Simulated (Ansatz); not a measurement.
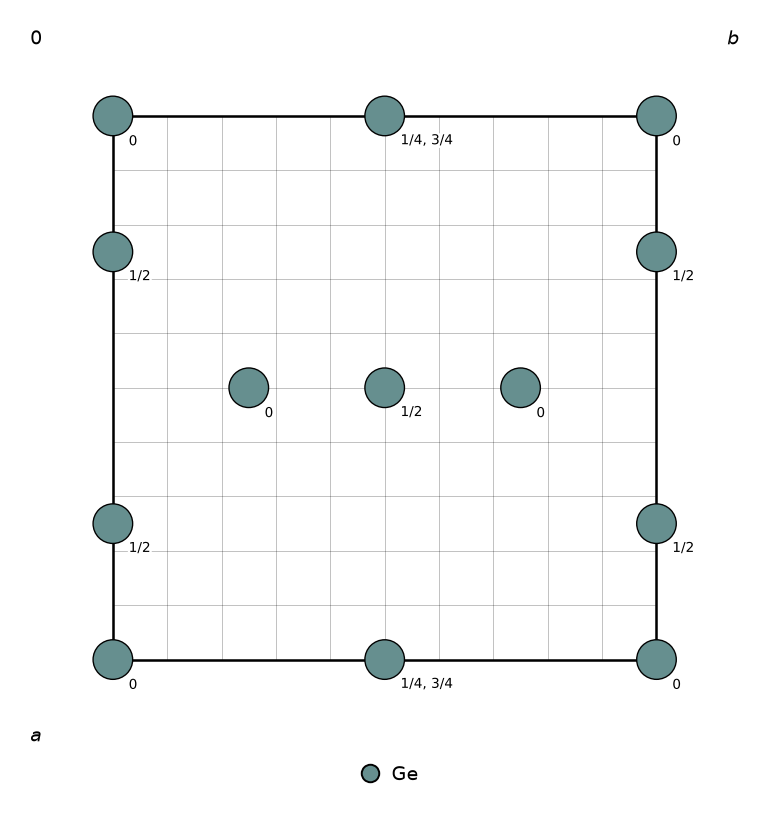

Plan of a unit cell projected along c (a down the page, b across); the numbers are heights as fractions of c, and atoms on the cell's edges are repeated. The grid marks tenths of a and b. Source: the geometry relaxed with Ansatz 0.2.0, DFT, r2SCAN, plane waves (500 eV) with PAW, scalar-relativistic; the starting structure was generated, so it need not be a known form of this composition. Symmetry computed with spglib at a tolerance of 0.002 Å; standard conventional cell.

a = 5.376 Å, b = 5.376 Å, c = 5.376 Å, α = 90.00°, β = 90.00°, γ = 90.00°.

Q: What does the cell contain?

A: 8 Ge: Ge, Z = 8.

Q: Which space group?

A: No. 223, Pm-3n, primitive cubic.

Q: Give the independent sites, coordinates to two places.

A:
```csv
atom,site,symmetry,x,y,z
Ge,2a,m-3.,0.00,0.00,0.00
Ge,6c,-4m.2,0.25,0.00,0.50
```
